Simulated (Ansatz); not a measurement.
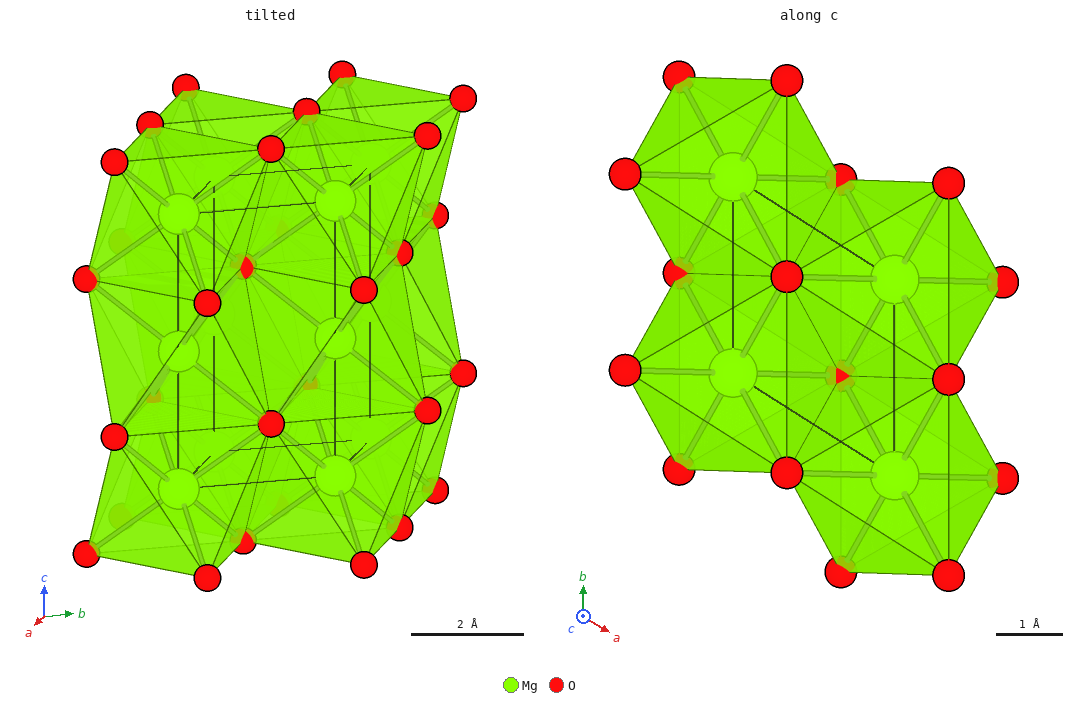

The structure above is drawn in polyhedral style and viewed slightly off an axis and along the c axis. One unit cell is framed, with atoms on its boundary repeated. A few atoms beyond the faces are included.

MgO, a = 2.924 Å, b = 2.994 Å, c = 5.092 Å, α = 90.00°, β = 90.00°, γ = 122.39°. Strictly the space group is P2_1/m (No. 11, within 0.01 Å). It is a distorted form of a primitive hexagonal structure, space group P6_3/mmc (No. 194) within 0.25 Å: nickel arsenide (NiAs) type. The cell started as a structure type filled with these elements by a generator (whether the compound takes this form wasn't checked). The cell was then strained or its atoms displaced on purpose. Ansatz was used for an electronic-structure calculation on it.

This one geometry was computed with Ansatz (DFT, plane waves, PAW) at three levels of theory: HSE06, PBE and r2SCAN. It was relaxed with r2SCAN and then strained.

> Which level gives the highest pressure at this volume, and what does that say about its equilibrium volume?

Highest: PBE (6.1 GPa), which points to the largest equilibrium volume. Lowest, with the smallest volume: HSE06 (0.1 GPa) and r2SCAN (0.5 GPa). Levels within 0.5 GPa of each other can't be told apart.

> How does the band gap change with the level of theory?

PBE: a gap of 4.32 eV, direct; r2SCAN: a gap of 5.19 eV, direct; HSE06: a gap of 6.06 eV, direct.

> Collect the results in a table.

| level | cutoff (eV) | k-mesh of the run's cell | gap (eV) | pressure (GPa) |
| --- | --- | --- | --- | --- |
| HSE06 | 420 | 9×9×4 | 6.06 | 0.1 |
| PBE | 420 | 12×12×6 | 4.32 | 6.1 |
| r2SCAN | 500 | 12×12×6 | 5.19 | 0.5 |

Gaps are taken on the k-mesh or band path of each run.
